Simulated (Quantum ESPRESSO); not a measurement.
System: Ru (space group P6_3/mmc).

Method: plane-wave DFT, no spin polarisation; energies at scaled volumes of the given cell, shape and fractions fixed, counted from the fit's minimum, third-order Birch-Murnaghan fit (Quantum ESPRESSO 7.5). All runs: no spin polarisation.

```json
{"setting": "k mesh", "value": "11×11×6"}
{"setting": "occupations", "value": "Fermi–Dirac"}
{"setting": "smearing width", "value": "0.05 eV"}
```

Settings that differ: PBEsol: density cutoff 4570 eV, wave cutoff 1140 eV, potentials PseudoDojo-0.4.1-SR-PBEsol-standard; LDA: density cutoff 4790 eV, wave cutoff 1200 eV, potentials PseudoDojo-0.4.1-SR-LDA-standard.

What does the calculation give for the energy against volume, with one curve for each functional? The cases: PBEsol; LDA.

The fitted equilibrium volumes, smallest first, are LDA 13.122, PBEsol 13.351 Å³/atom. The fitted bulk moduli, smallest first, are PBEsol 346.3, LDA 366.2 GPa.

PBEsol:
```tsv
volume (Å³/atom)	energy (meV/atom)
12.76	30.83
13.03	8.65
13.30	0.18
13.57	3.92
13.85	18.50
14.12	42.71
14.39	75.45
```

LDA:
```tsv
volume (Å³/atom)	energy (meV/atom)
12.76	12
13.03	1
13.30	3
13.57	17
13.85	41
14.12	75
14.39	117
```

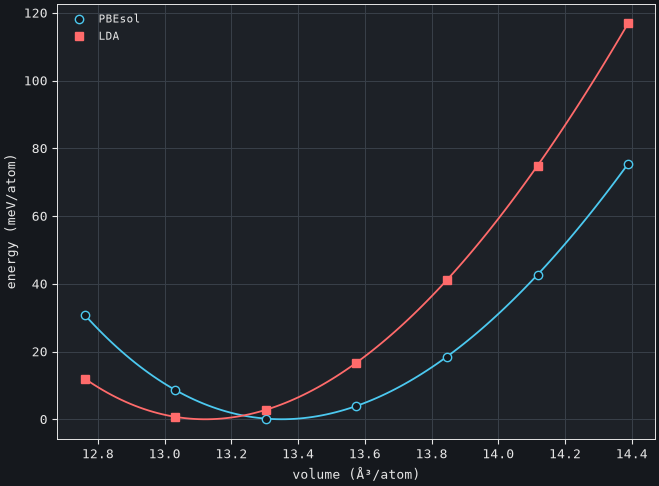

Keep in mind: shape and atomic fractions are frozen while scaling, which makes layered, chain and framework solids too stiff.
